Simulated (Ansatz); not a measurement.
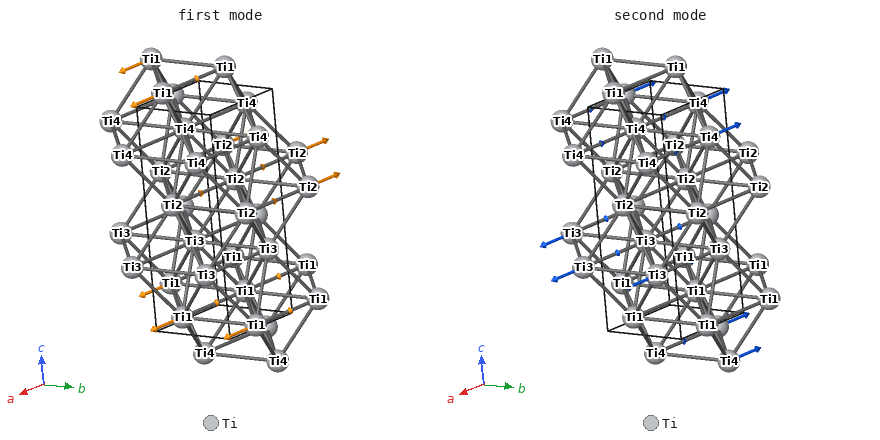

Two computed energy maps of cells of Ti. The picture above is the structure of the first map; its two panels give the patterns of the first and the second mode as arrows.

Map 1

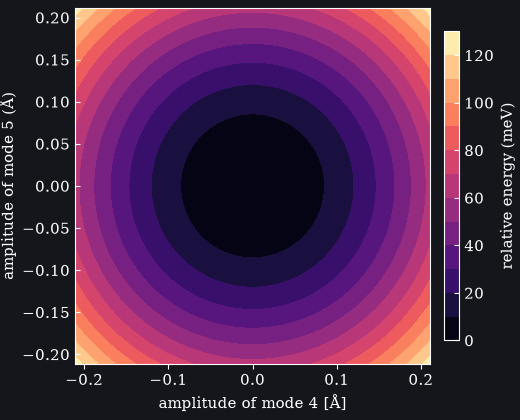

Ti (P6_3/mmc, No. 194; 4 atoms in the cell). The energy is mapped over two normal modes frozen in (zone-centre modes of the 4-atom cell of this scan, which folds in the wave vector (0, 0, 1/2) of the primitive cell). The first coordinate is: amplitude of mode 4 (88 cm⁻¹), largest displacement; the second: amplitude of mode 5 (88 cm⁻¹), largest displacement. Nothing is relaxed (the cell and all other modes fixed). The grid has 11 × 11 points; 21 points were computed and 100 follow by symmetry. Points are written as (first, second). Energies: meV per cell, counted from the lowest grid point. Computed with Ansatz, DFT PBEsol, scalar-relativistic, plane waves, PAW. Settings: cutoff 520 eV, k-mesh 18×18×6 in the order of the run's cell vectors, gaussian smearing 0.15 eV, no spin polarisation.

Drawn: filled contours. Between grid points the surface is interpolated.

Map 2

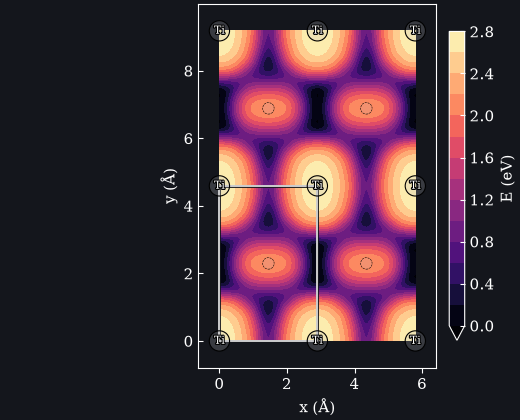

O on a Ti(100) slab cut from the P6_3/mmc phase, its upper half relaxed before the scan (6 atoms of substrate and one adsorbate in a 1 × 1 cell). 
- O is moved over the surface cell; relaxed at each place: the height of the adsorbate's atoms; substrate rigid; the origin of the map has the adsorbate above Ti6.
- Places are given modulo a cell vector. The map is drawn in real space over the plane of the surface.
- The scan uses a 6 × 10 grid; 24 points were computed and 36 follow by symmetry.
- All energies are given in eV relative to the lowest grid point.
- With one adsorbate in each 1 × 1 cell, its nearest image is 2.9 Å away, so neighbouring adsorbates interact. The runs have no spin polarisation; a magnetic state may lie lower.
- The calculation used Ansatz 0.2.0, DFT PBEsol, scalar-relativistic, plane waves, PAW. Settings: cutoff 420 eV, k-mesh 9×6×1, gaussian smearing 0.1 eV, no spin polarisation.

In the figure: filled contours, labelled circles for the atoms of the top layer and small ones for the second layer, the outline of one cell of the 2 × 2 shown. Between grid points the surface is interpolated.

Q: What does each map show?

A: Map 1: The lowest grid point is at (0.000 Å, 0.000 Å). It is the only kind of minimum in the scanned range. The highest grid point, (−0.211 Å, −0.211 Å), lies 125 meV above the lowest.
Map 2: The lowest grid point is at (0/6, 4/10) of the cell vectors [nearest 1 Ti at 1.89 Å]; the map holds 2 wells of about this depth. There is a further well near (3/6, 2/10) of the cell vectors [nearest 2 Ti at 1.86 Å] (0.29 eV above the lowest at that grid point). The highest grid point, the top site over a surface Ti atom, (0/6, 0/10) of the cell vectors, lies 2.77 eV above the lowest. On the interpolated surface the easiest way out of the lowest well to a well of about the same depth near (0/6, 6/10) of the cell vectors [nearest 1 Ti at 1.89 Å] passes a barrier of about 0.036 eV, counted from the interpolated bottom of the well. At the lowest point the adsorbate has 1 Ti at 1.89 Å as nearest neighbours, at the highest 1 Ti at 1.61 Å. Its relaxed height above the top atom is 0.43 Å at the lowest and 1.61 Å at the highest point.

PAW datasets: the set soft_1.
